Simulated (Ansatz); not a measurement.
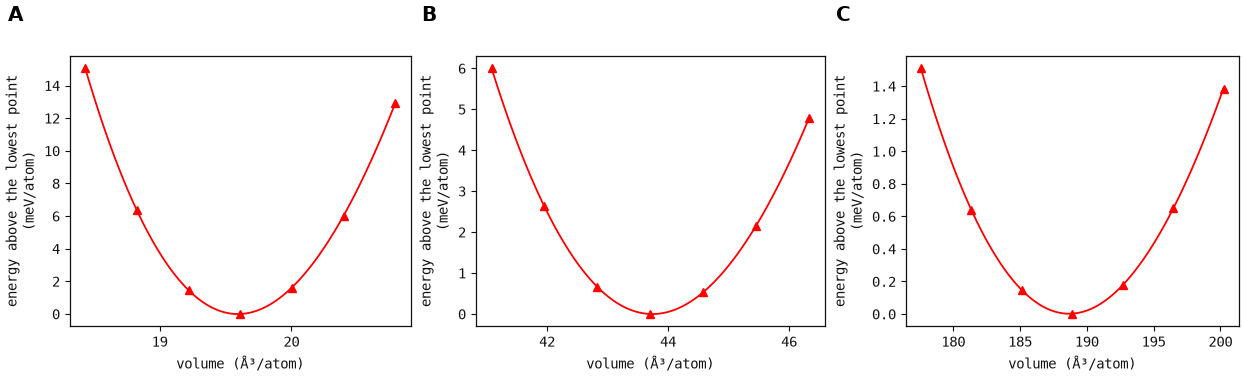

Each panel shows the energy above the lowest point against volume for one of these solids: Ca, Pm-3m (No. 221); Cs, Fd-3m (No. 227); Ge, Fm-3m (No. 225).

Computed with Ansatz 0.2.0 development build: equation of state of a cubic crystal from periodic Kohn-Sham density functional theory without spin, third-order Birch-Murnaghan fit to the free energies; pressure corrected for the finite basis. Level: PBE.

### Match the panels to the solids.

A is Ge (energy above the lowest point from 0.0 meV/atom to 15.1 meV/atom, V0 19.59 Å³/atom, B0 63.2 GPa); B is Ca (energy above the lowest point from 0.000 meV/atom to 6.006 meV/atom, V0 43.74 Å³/atom, B0 10.9 GPa); C is Cs (energy above the lowest point from 0.00 meV/atom to 1.51 meV/atom, V0 188.7 Å³/atom, B0 0.681 GPa).

For Ca, limits of the calculation: cubic model structure, not the ambient form; modest k-mesh, values are not fully converged in k.

For Cs, limits of the calculation: cubic model structure, not the ambient form.

For Ge, limits of the calculation: cubic model structure, not the ambient form.
